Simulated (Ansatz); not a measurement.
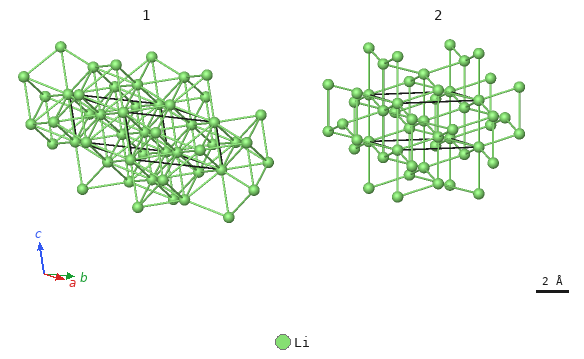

Two geometries of a crystal of Li (a generated structure, set up in I4_1/amd), drawn at one scale. One is the start of a relaxation, the other its converged end. Style: ball-and-stick. Shown: the conventional cell (2 times the calculation's cell), slightly off an axis. Lengths and directions refer to the drawn axes.

The calculation used Ansatz 0.2.0, DFT, PBE, plane waves (420 eV) with PAW, scalar-relativistic. Set-up: plane-wave cutoff 420 eV; k-point mesh 12 × 12 × 8; occupations fermi dirac; smearing width 0.1 eV; no spin polarisation; cell and atoms relaxed; force threshold 0.01 eV/Å; at most 60 steps.

Which one is relaxed?

Structure 1 is the relaxed one. Phase: beta-Sn type. The largest moves relative to the cell, 0.22 Å, are those of Li atoms. The volume changes by −10.8 %, with a = b 5.498 → 5.847 Å (+6.3 %), c 3.002 → 3.066 Å (+2.1 %), α 90.0° → 105.1°, β 90.0° → 105.1°, γ 90.0° → 53.9°. Near-neighbour distances that change, for instance: Li–Li 4.168 → 3.061 Å, Li–Li 3.554 → 3.058 Å, Li–Li 2.850 → 3.058 Å, Li–Li 3.002 → 3.066 Å. Among the angles between lasting bonds that change: Li–Li–Li 94.0° → 146.6°, Li–Li–Li 94.0° → 60.1°, Li–Li–Li 94.0° → 109.2°. The space group (tolerance 0.01 Å) goes from I4_1/amd (No. 141) to Cmcm (No. 63). After 21 accepted moves (23 points after the start) the energy has fallen by 83.4 meV per atom. The largest force component goes from 0.00016 to 0.00013 eV/Å. Pressure: −1.17 GPa at the start and 0.00 GPa at the end. At 2 points the geometry stayed and the basis and grid were re-selected for the new cell (energy shift of 3.9 meV per atom at most each time).
